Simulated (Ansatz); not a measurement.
```yaml
crystal:
  lattice:
    - [2.61273, 0.00000, 0.00000]
    - [0.00000, 2.61273, 0.00000]
    - [0.00000, 0.00000, 2.50166]
  atoms:
    - { symbol: Li, position: [0.00000, 0.00000, 0.00000] }
    - { symbol: H, position: [0.50000, 0.50000, 0.50000] }
```

Space group P4/mmm; started from the CsCl prototype, which need not be the ambient phase; changed on purpose from its base cell (biaxial xy strain +4.4%); computed pressure about −2 GPa in this cell.

Theory: Ansatz, DFT, PBE, plane waves, PAW.

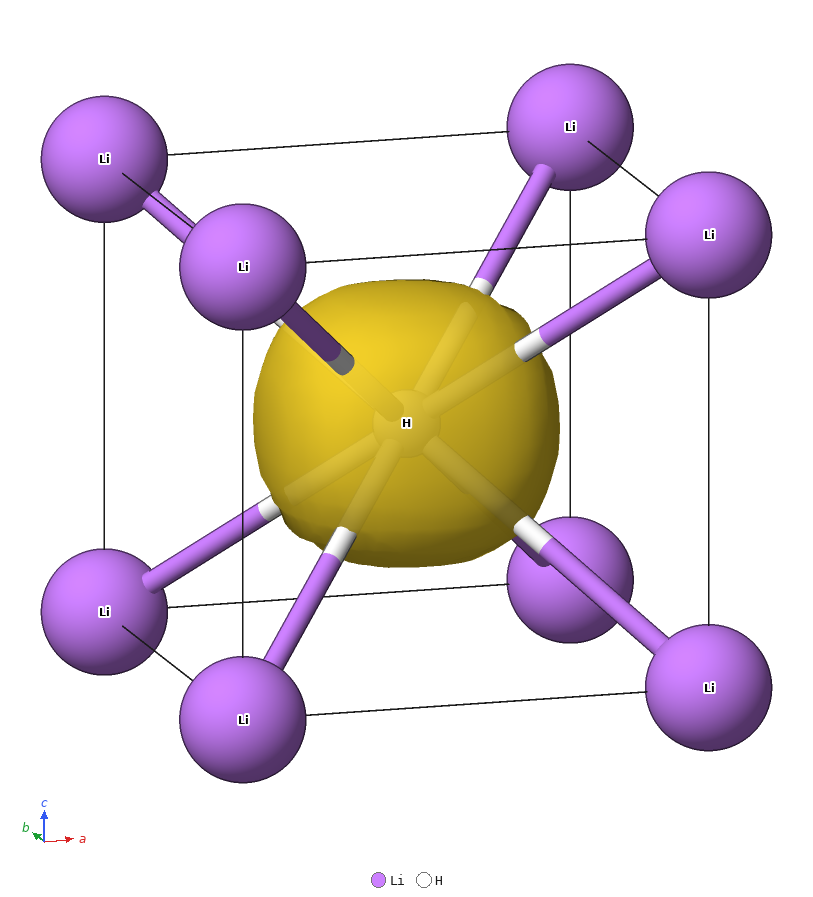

LiH. Isosurface of the electron localisation function at 0.9 (yellow), seen slightly off an axis. Core shells and regions of very low density are left out. Sticks mark near contacts.

In a PAW calculation such maps are meaningful between the atoms, not at the nuclei.

Q: What do the ELF domains correspond to?

A: The surface consists of one region around a hydrogen nucleus, counted in one cell of 2 atoms. Regions shared between cells count once. Along the contacts the grid gives the following. Li–H (2.23 Å): the ELF climbs to about 1 towards the hydrogen: an ionic contact to a hydride ion.
